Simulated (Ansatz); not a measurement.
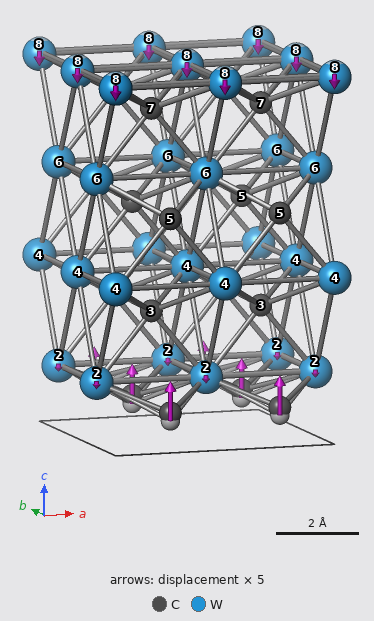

A relaxation of a slab of composition WC (cut from the P-6m2 phase). The starting structure is drawn faded, the final one solid; purple arrows show the displacements, 5 times their true length.

Style: ball-and-stick. Shown: the 2 × 2 repeat of the cell, outlined in the plane, without the vacuum, slightly off an axis.

The slab is the (1 0 0) face of WC.

Computed with DFT PBE, scalar-relativistic, plane waves, PAW in Ansatz.

The input:
```yaml
crystal:
  lattice:
    - [2.8470769656, 0.0, 0.0]
    - [0.0, 2.9217712143, 0.0]
    - [0.0, 0.0, 23.4344269854]
  atoms:
    - { symbol: C, position: [0.5, 0.0, 0.3200419624] }
    - { symbol: W, position: [0.0, 0.5, 0.3560335699] }
    - { symbol: C, position: [0.5, 0.5, 0.428016785] }
    - { symbol: W, position: [0.0, 0.0, 0.4640083925] }
    - { symbol: C, position: [0.5, 0.0, 0.5359916075] }
    - { symbol: W, position: [0.0, 0.5, 0.571983215] }
    - { symbol: C, position: [0.5, 0.5, 0.6439664301] }
    - { symbol: W, position: [0.0, 0.0, 0.6799580376] }
basis:
  ecutwfc: 420
kpoints:
  mp_grid: { grid: [12, 12, 1] }
hamiltonian:
  xc: pbe
scf:
  occupations: { method: gaussian, width: 0.1 }
output:
  forces: true
  eigenvalues: true
  write_density: true
  write_potential: true
  elf: true
  volumetric_format: npy
relax:
  adjacent_minimum: "off"
  f_tol: 0.02
  max_steps: 60
efield:
  axis: 3
  dipole_correction: true
  ramp_width: 0.04
```

Command:
```bash
ansatz run input.yaml --threads 2 --pin off --max-ram 5120MiB --backend cpu --events-out ev --progress --plain --runs-dir out
```

Question: Which element moves most?

Answer: Carbon: up to 0.20 Å, against 0.08 Å for tungsten.

Question: What did the optimiser do to the structure, and how much energy did it gain?

Answer: The atom that moves furthest relative to the layer's centre is C1 (0.20 Å along the normal (+c)). Largest moves by element: C 0.20 Å, W 0.08 Å. The cell stays as it was. Near-neighbour distances that change, for instance: C1–W2 2.207 → 2.127 Å, W6–W8 2.922 → 2.872 Å, W2–C3 2.207 → 2.236 Å, C7–W8 2.207 → 2.183 Å. Among the angles between lasting bonds that change: W2–C1–W2 135.1° → 147.1°, W2–C1–W2 82.9° → 86.8°, W2–C1–W2 80.3° → 84.0°. Over 4 geometry steps the energy falls by 0.346 eV per cell of the calculation. The largest force component goes from 2.5 to 0.0042 eV/Å.
